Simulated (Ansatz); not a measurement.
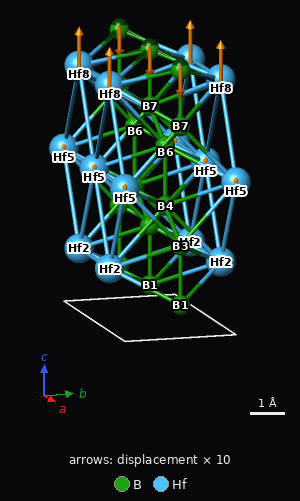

This is a constrained relaxation of a slab of composition HfB2 (cut from the P6/mmm phase). The starting structure is drawn faded, the final one solid; orange arrows show the displacements, 10 times their true length.

Style: ball-and-stick. Shown: the 2 × 1 repeat of the cell, outlined in the plane, without the vacuum, slightly off an axis.

Case: clean slab, lower half held. The slab is the (1 0 0) face of HfB2. 4 atoms are held fixed.

Method: Ansatz, DFT PBEsol, scalar-relativistic, plane waves, PAW. Settings: plane-wave cutoff 420 eV; k-point mesh 9 × 8 × 1; occupations gaussian; smearing width 0.1 eV; no spin polarisation; dipole correction; atoms relaxed in a fixed cell; force threshold 0.03 eV/Å; at most 70 steps.

Question: Which element moves most?

Answer: Hafnium: up to 0.13 Å, against 0.10 Å for boron.

Question: Describe the change and its energy.

Answer: The largest move is that of a Hf atom, 0.13 Å along the normal (+c). By element the largest moves are Hf 0.13 Å, B 0.10 Å. The lattice vectors keep their values. Among the contacts that change: Hf–Hf 3.127 → 3.227 Å, B–B 1.806 → 1.708 Å, B–Hf 2.496 → 2.582 Å, B–Hf 2.496 → 2.423 Å. Among the angles between lasting bonds that change: Hf–B–Hf 137.6° → 147.6°, B–B–Hf 68.8° → 73.8°, Hf–B–Hf 87.3° → 90.7°. Over 4 geometry steps the energy falls by 0.192 eV per cell of the calculation. The largest force component goes from 1.7 to 0.0086 eV/Å. The run took about 2.7 core-minutes on a shared host.
